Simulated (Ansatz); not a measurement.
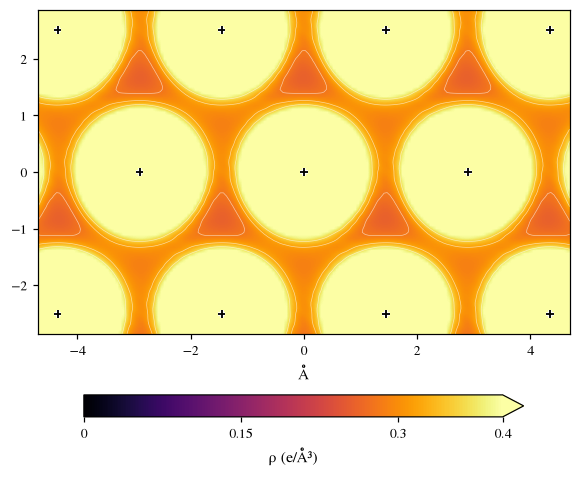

The valence electron density on a plane through atoms (crosses mark nuclei in the plane).

Theory: DFT, LDA, PAW with Ansatz's default frozen-core files, scalar-relativistic (Ansatz).

Candidates:
A. Ta, a = 2.90 Å, b = 2.90 Å, c = 5.17 Å, α = 90.00°, β = 90.00°, γ = 120.00°. Space group P6₃/mmc; a structure from a database of computed crystals, not necessarily the ambient phase; computed pressure about −9 GPa in this cell; spin-polarised.
B. Cu, a = 2.89 Å, b = 2.89 Å, c = 2.75 Å, α = 90.00°, β = 90.00°, γ = 90.00°. Space group I4/mmm; a structure from a database of computed crystals, not necessarily the ambient phase; computed pressure about −8 GPa in this cell; spin-polarised, but the moments vanished.

Q: Which candidate gave the map?

A: Candidate A: Ta on the (001) plane of the conventional cell, which holds Ta. Ta–Ta (2.90 Å): ρ at the midpoint is about 0.3 e/Å³.
